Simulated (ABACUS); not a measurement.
Run report: InP, geometry relaxation (part 1 of 2)

System: InP (2 atoms in the cell).
Method: Kohn-Sham DFT of a periodic cell, OLYP, PseudoDojo NC SR 0.5 PBE standard, no spin polarisation (ABACUS 3.10.1).

The structure derives from an entry of the Crystallography Open Database.

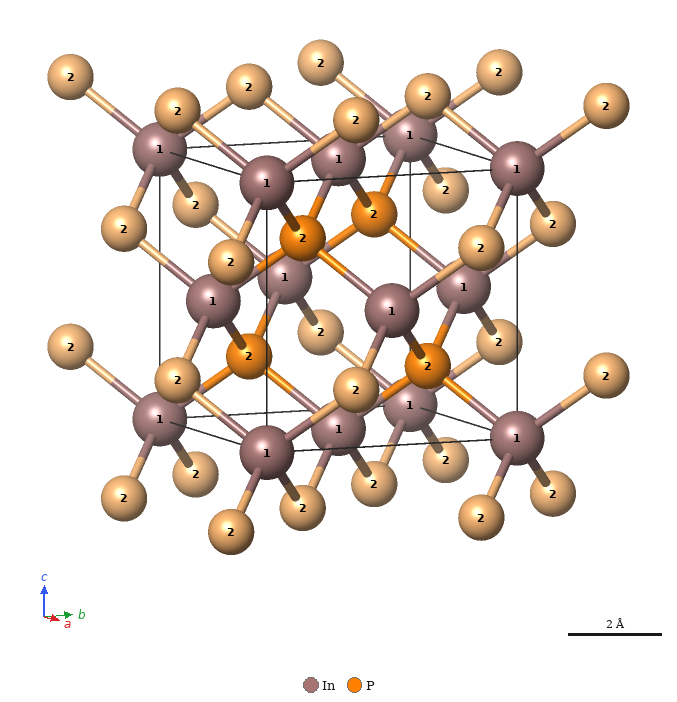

*The input geometry (ball-and-stick view of the cell 4 times as large as that of the calculation, set on its symmetry axes, seen slightly off an axis; neighbours outside the cell are drawn fainter; atoms are numbered from 1 in the order of the input).*

Near neighbours in the crystal (not all of them lie inside the picture): In has 4 P at 2.54 Å; P has 4 In at 2.54 Å.

Input file:
```
INPUT_PARAMETERS
suffix              InP
calculation         cell-relax
basis_type          pw
pseudo_dir          ./
symmetry            1
dft_functional      GGA_X_OPTX+GGA_C_LYP
ecutwfc             71
pseudo_rcut         10
nspin               1
nbands              13
ks_solver           dav
smearing_method     fd
smearing_sigma      0.00367493
scf_thr             1e-08
scf_nmax            100
mixing_type         broyden
mixing_beta         0.7
cal_force           1
cal_stress          1
relax_nmax          60
force_thr_ev        0.01
relax_method        cg
out_stru            1
stress_thr          1
kpar                4
```

File STRU:
```
ATOMIC_SPECIES
In 114.8180 In.upf
P 30.9738 P.upf

LATTICE_CONSTANT
1.8897261246

LATTICE_VECTORS
0.0000000000 2.9305000000 2.9305000000
2.9305000000 0.0000000000 2.9305000000
2.9305000000 2.9305000000 0.0000000000

ATOMIC_POSITIONS
Cartesian

In
0.0
1
0.0000000000 0.0000000000 0.0000000000 1 1 1

P
0.0
1
4.3957500000 4.3957500000 4.3957500000 1 1 1
```

File KPT:
```
K_POINTS
0
Gamma
6 6 6 0 0 0
```

Machine: 4 threads of Intel Xeon (Sapphire Rapids), 16 GiB of memory available, shared host.

Launch command:
```bash
OMP_NUM_THREADS=1 mpirun -np 4 abacus > log
```

Log:
```
ABACUS v3.10.1

               Atomic-orbital Based Ab-initio Computation at UStc

 ------------------------------------------------------------------------------------

 READING GENERAL INFORMATION
                           global_out_dir = OUT.InP/
                           global_in_card = INPUT
                               pseudo_dir = ./
                              orbital_dir =
                                    DSIZE = 4
                                    GSIZE = 1

 READING UNITCELL INFORMATION
                                    ntype = 2
                  lattice constant (Bohr) = 1.88973
              lattice constant (Angstrom) = 1

 READING ATOM TYPE 1
                               atom label = In
                      L=0, number of zeta = 1
                      L=1, number of zeta = 1
                      L=2, number of zeta = 1
             number of atom for this type = 1

 READING ATOM TYPE 2
                               atom label = P
                      L=0, number of zeta = 1
                      L=1, number of zeta = 1
                      L=2, number of zeta = 1
             number of atom for this type = 1

                        TOTAL ATOM NUMBER = 2
CARTESIAN COORDINATES ( UNIT =       1.889726124600 Bohr ).
    atom                   x                   y                   z     mag                  vx                  vy                  vz
tauc_In1            0.0000000000        0.0000000000        0.0000000000  0.0000        0.0000000000        0.0000000000        0.0000000000
tauc_P1            4.3957500000        4.3957500000        4.3957500000  0.0000        0.0000000000        0.0000000000        0.0000000000

                          Volume (Bohr^3) = 339.666
                             Volume (A^3) = 50.3332

 Lattice vectors: (Cartesian coordinate: in unit of a_0)
                   +0             +2.9305             +2.9305
              +2.9305                  +0             +2.9305
              +2.9305             +2.9305                  +0
 Reciprocal vectors: (Cartesian coordinate: in unit of 2 pi/a_0)
            -0.170619           +0.170619           +0.170619
            +0.170619           -0.170619           +0.170619
            +0.170619           +0.170619           -0.170619
 The esolver type has been set to : ksdft_pw

                PAO radial cut off (Bohr) = 10

 Read in pseudopotential file is In.upf
                     pseudopotential type = NC
          exchange-correlation functional = PBE
                 nonlocal core correction = 1
                        valence electrons = 13
                                     lmax = 2
                           number of zeta = 3
                     number of projectors = 6
                           L of projector = 0
                           L of projector = 0
                           L of projector = 1
                           L of projector = 1
                           L of projector = 2
                           L of projector = 2
 XC functional updated to : GGA_X_OPTX+GGA_C_LYP
          exchange-correlation functional = GGA_X_OPTX+GGA_C_LYP
                PAO radial cut off (Bohr) = 10

 Read in pseudopotential file is P.upf
                     pseudopotential type = NC
          exchange-correlation functional = PBE
                 nonlocal core correction = 1
                        valence electrons = 5
                                     lmax = 2
                           number of zeta = 2
                     number of projectors = 6
                           L of projector = 0
                           L of projector = 0
                           L of projector = 1
                           L of projector = 1
                           L of projector = 2
                           L of projector = 2
 XC functional updated to : GGA_X_OPTX+GGA_C_LYP
          exchange-correlation functional = GGA_X_OPTX+GGA_C_LYP
     initial pseudo atomic orbital number = 13

 SETUP THE ELECTRONS NUMBER
            electron number of element In = 13
      total electron number of element In = 13
             electron number of element P = 5
       total electron number of element P = 5
            AUTOSET number of electrons:  = 18
                           occupied bands = 9
                                   NBANDS = 13
                                   NLOCAL = 18

%%%%%%%%%%%%%%%%%%%%%%%%%%%%%%%%%%%%%%%%%%%%%%%%%%%%%%%%%%%%%%%%%%%%%%%%%%%%%%%%%%%%%%%%%%%%%%%%%%%%%%%%%%
 Warning: the number of valence electrons in pseudopotential > 3 for In: [Kr] 4d10 5s2 5p1
 Pseudopotentials with additional electrons can yield (more) accurate outcomes, but may be less efficient.
 If you're confident that your chosen pseudopotential is appropriate, you can safely ignore this warning.
%%%%%%%%%%%%%%%%%%%%%%%%%%%%%%%%%%%%%%%%%%%%%%%%%%%%%%%%%%%%%%%%%%%%%%%%%%%%%%%%%%%%%%%%%%%%%%%%%%%%%%%%%%

 SETUP THE PLANE WAVE BASIS
 energy cutoff for charge/potential (unit:Ry) = 284
            fft grid for charge/potential = [ 45, 45, 45 ]
                        fft grid division = [ 1, 1, 1 ]
        big fft grid for charge/potential = [ 45, 45, 45 ]
                                     nbxx = 91125
                                     nrxx = 91125

 SETUP PLANE WAVES FOR CHARGE/POTENTIAL
                    number of plane waves = 27317
                         number of sticks = 1189

 PARALLEL PW FOR CHARGE/POTENTIAL
     PROC   COLUMNS(POT)             PW
        1           1189          27317
 --------------- sum -------------------
        1           1189          27317
                            number of |g| = 296
                                  max |g| = 25.5012
                                  min |g| = 0

----------- Double Check Mixing Parameters Begin ------------
mixing_type: broyden
mixing_beta: 0.7
mixing_gg0: 1
mixing_gg0_min: 0.1
mixing_ndim: 8
----------- Double Check Mixing Parameters End ------------

 LATTICE VECTORS: (CARTESIAN COORDINATE: IN UNIT OF A0)
                   +0             +2.9305             +2.9305
              +2.9305                  +0             +2.9305
              +2.9305             +2.9305                  +0
                       right hand lattice = 1
                                   NORM_A = 4.14435
                                   NORM_B = 4.14435
                                   NORM_C = 4.14435
                           ALPHA (DEGREE) = 60
                           BETA  (DEGREE) = 60
                           GAMMA (DEGREE) = 60

 The lattice vectors have been changed (STRU_SIMPLE.cif)

(for optimal symmetric configuration:)
                             BRAVAIS TYPE = 3
                     BRAVAIS LATTICE NAME = 03. Cubic F (face-centered)
                                    ibrav = 3
                                    IBRAV = 3
                                  BRAVAIS = FACE CENTERED CUBIC
                       LATTICE CONSTANT A = 5.861
Original cell was already a primitive cell.
                        ROTATION MATRICES = 48
              PURE POINT GROUP OPERATIONS = 24
                   SPACE GROUP OPERATIONS = 24
                                       C2 = 3
                                       C3 = 8
                                       C4 = 0
                                       C6 = 0
                                       S1 = 6
                                       S3 = 0
                                       S4 = 6
                                       S6 = 0
                              POINT GROUP = T_d
                                       C2 = 3
                                       C3 = 8
                                       C4 = 0
                                       C6 = 0
                                       S1 = 6
                                       S3 = 0
                                       S4 = 6
                                       S6 = 0
               POINT GROUP IN SPACE GROUP = T_d

 SETUP K-POINTS
                                    nspin = 1
                   Input type of k points = Monkhorst-Pack(Gamma)
                                   nkstot = 216
                       right hand lattice = 1
(for reciprocal lattice: )
                             BRAVAIS TYPE = 2
                     BRAVAIS LATTICE NAME = 02. Cubic I (body-centered)
                                    ibrav = 2
                       right hand lattice = 1
(for k-lattice: )
                             BRAVAIS TYPE = 2
                     BRAVAIS LATTICE NAME = 02. Cubic I (body-centered)
                                    ibrav = 2
                       right hand lattice = 1
                        ROTATION MATRICES = 48
                               nkstot_ibz = 16
K-POINTS REDUCTION ACCORDING TO SYMMETRY
     IBZ    DIRECT_X    DIRECT_Y    DIRECT_Z  WEIGHT  ibz2bz
       1  0.00000000  0.00000000  0.00000000  0.0046       0
       2  0.16666667  0.16666667  0.16666667  0.0370       1
       3  0.33333333  0.33333333  0.33333333  0.0370       2
       4  0.50000000  0.50000000  0.50000000  0.0185       3
       5  0.16666667  0.16666667  0.00000000  0.0278       7
       6  0.33333333  0.33333333  0.16666667  0.1111       8
       7  0.50000000  0.50000000  0.33333333  0.1111       9
       8  0.50000000  0.33333333  0.33333333  0.1111      10
       9  0.33333333  0.16666667  0.16666667  0.0556      11
      10  0.33333333  0.33333333  0.00000000  0.0278      14
      11  0.50000000  0.50000000  0.16666667  0.1111      15
      12 -0.33333333  0.33333333  0.33333333  0.0556      16
      13  0.50000000  0.50000000  0.00000000  0.0139      21
      14  0.50000000  0.33333333  0.16666667  0.1111      51
      15  0.50000000  0.33333333 -0.33333333  0.1111      52
      16  0.50000000  0.33333333 -0.16666667  0.0556      58

                               nkstot now = 16
[... K-POINTS DIRECT COORDINATES: 16 rows ...]

           k-point number in this process = 4
       minimum distributed K point number = 4
[... stars of the k points ...]

[... K-POINTS CARTESIAN COORDINATES: 4 rows ...]

[... K-POINTS DIRECT COORDINATES: 4 rows ...]

 SETUP PLANE WAVES FOR WAVE FUNCTIONS
     energy cutoff for wavefunc (unit:Ry) = 71
              fft grid for wave functions = [ 45, 45, 45 ]
                    number of plane waves = 4015
                         number of sticks = 337

 PARALLEL PW FOR WAVE FUNCTIONS
     PROC   COLUMNS(POT)             PW
        1            337           4015
 --------------- sum -------------------
        1            337           4015

 SETUP NONLOCAL PSEUDOPOTENTIALS IN PLANE WAVE BASIS
 In non-local projectors:
 projector 1 L=0
 projector 2 L=0
 projector 3 L=1
 projector 4 L=1
 projector 5 L=2
 projector 6 L=2
 P non-local projectors:
 projector 1 L=0
 projector 2 L=0
 projector 3 L=1
 projector 4 L=1
 projector 5 L=2
 projector 6 L=2
      TOTAL NUMBER OF NONLOCAL PROJECTORS = 36

 Init Non-Local PseudoPotential table :
 Init Non-Local-Pseudopotential done.

                                     npwx = 3479

 Make real space PAO into reciprocal space.
       max mesh points in Pseudopotential = 1001
     dq(describe PAO in reciprocal space) = 0.01
                                    max q = 1693

 number of pseudo atomic orbitals for In is 3
WARNING: norm of atomic wavefunction # 2 of atomic type In is 0.999992, renormalized
WARNING: norm of atomic wavefunction # 3 of atomic type In is 0.998067, renormalized

 number of pseudo atomic orbitals for P is 2
WARNING: norm of atomic wavefunction # 2 of atomic type P is 0.999977, renormalized

 -------------------------------------------
 STEP OF RELAXATION : 1
 -------------------------------------------
                                 init_chg = atomic

 PW ALGORITHM --------------- ION=   1  ELEC=   1--------------------------------
 Notice: Threshold on eigenvalues was too large.
 hsover_error=0.18 > DRHO=0.126059
 Origin diag ethr = 0.01
 New diag ethr = 0.000700329

 Density error is 0.123462042687
                          Error Threshold = 0.00070032854582
----------------------------------------------------------
     Energy           Rydberg                 eV
----------------------------------------------------------
 E_KohnSham     -147.3152347643      -2004.3265950020
 E_Harris       -147.9018897785      -2012.3084459554
 E_Fermi        0.5177217626         7.0439659493
----------------------------------------------------------

 PW ALGORITHM --------------- ION=   1  ELEC=   2--------------------------------

 Density error is 0.0090476868705
                          Error Threshold = 0.000685900237151
----------------------------------------------------------
     Energy           Rydberg                 eV
----------------------------------------------------------
 E_KohnSham     -147.3422450911      -2004.6940893510
 E_Harris       -146.8675500914      -1998.2355325436
 E_Fermi        0.5725881013         7.7904607852
----------------------------------------------------------

 PW ALGORITHM --------------- ION=   1  ELEC=   3--------------------------------

 Density error is 0.000893716402593
                          Error Threshold = 5.02649270583e-05
----------------------------------------------------------
     Energy           Rydberg                 eV
----------------------------------------------------------
 E_KohnSham     -147.3445730387      -2004.7257627032
 E_Harris       -147.3025610255      -2004.1541599394
 E_Fermi        0.5691905194         7.7442343109
----------------------------------------------------------

 PW ALGORITHM --------------- ION=   1  ELEC=   4--------------------------------

 Density error is 3.51538674047e-05
                          Error Threshold = 4.96509112552e-06
----------------------------------------------------------
     Energy           Rydberg                 eV
----------------------------------------------------------
 E_KohnSham     -147.3448586141      -2004.7296481561
 E_Harris       -147.3332920917      -2004.5722775455
 E_Fermi        0.5748353312         7.8210359161
----------------------------------------------------------

 PW ALGORITHM --------------- ION=   1  ELEC=   5--------------------------------

 Density error is 4.88975517644e-06
                          Error Threshold = 1.95299263359e-07
```
